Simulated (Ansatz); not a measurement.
**Bi2Te3 (slab): density, localisation and related maps**

```
CELL_PARAMETERS angstrom
4.48383 0.00000 0.00000
-2.24192 3.88311 0.00000
0.00000 0.00000 31.66142
ATOMIC_POSITIONS crystal
Te 0.33333 0.66667 0.23763
Te 0.66667 0.33333 0.29100
Bi 0.00000 0.00000 0.34648
Bi 0.33333 0.66667 0.41146
Te 0.66667 0.33333 0.46642
Te 0.00000 0.00000 0.53325
Te 0.33333 0.66667 0.58878
Bi 0.66667 0.33333 0.64512
Bi 0.00000 0.00000 0.71197
Te 0.33333 0.66667 0.76440
```

Level of theory: DFT PBEsol, scalar-relativistic, plane waves, PAW (Ansatz).

In a PAW calculation such maps are meaningful between the atoms, not at the nuclei.

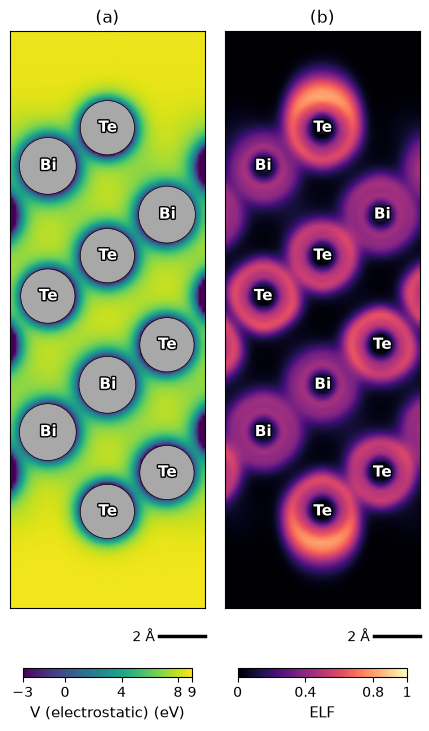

Figure 1. (a) electrostatic potential energy of an electron; (b) ELF on the (110) plane of the calculation cell, a cut from vacuum to vacuum. Grey discs cover the atomic cores in the potential map.

What do the fields say about this system?

- Atoms in the plane: Te and Bi.
- Bi–Te (3.08 Å): the ELF peaks at about 0.65 in the valence shell of Te, 1.3 Å from its nucleus, and drops to about 0.35 between the two atoms.
- Te–Te (3.09 Å): the ELF peaks at about 0.60 between the atoms.
- Bi–Te (3.12 Å): the ELF peaks at about 0.65 in the valence shell of Te, 1.3 Å from its nucleus, and drops to about 0.40 between the two atoms.
- The ELF also peaks beside Te, away from the bonds: lone-pair regions.
- The features right at Bi lie inside the PAW spheres, where the map follows smoothed inner orbitals and isn't to be read closely.
- Outside the cores the potential energy rises away from the atoms and is highest in the vacuum; its zero is arbitrary.

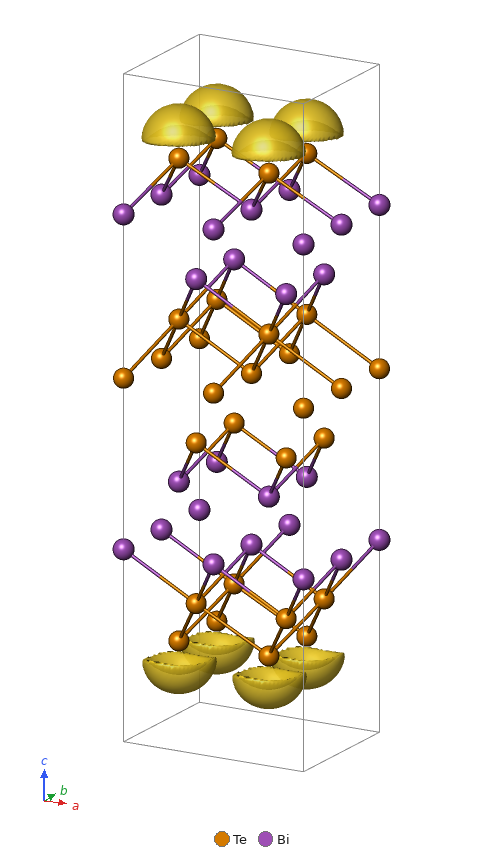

Figure 2. Isosurface of the electron localisation function at 0.7 (yellow), seen slightly off an axis. Core shells and regions of very low density are left out. Sticks mark near contacts.

Where are the electrons localised?

At this value the surface marks out two lobes on Te, pointing away from the bonds (lone pairs), counted in one cell of 10 atoms. Counts are for one cell; the picture repeats the cell along the surface.

Does the calculation make it a metal, or give it a gap?

It is gapless in this calculation (a metal or semimetal).
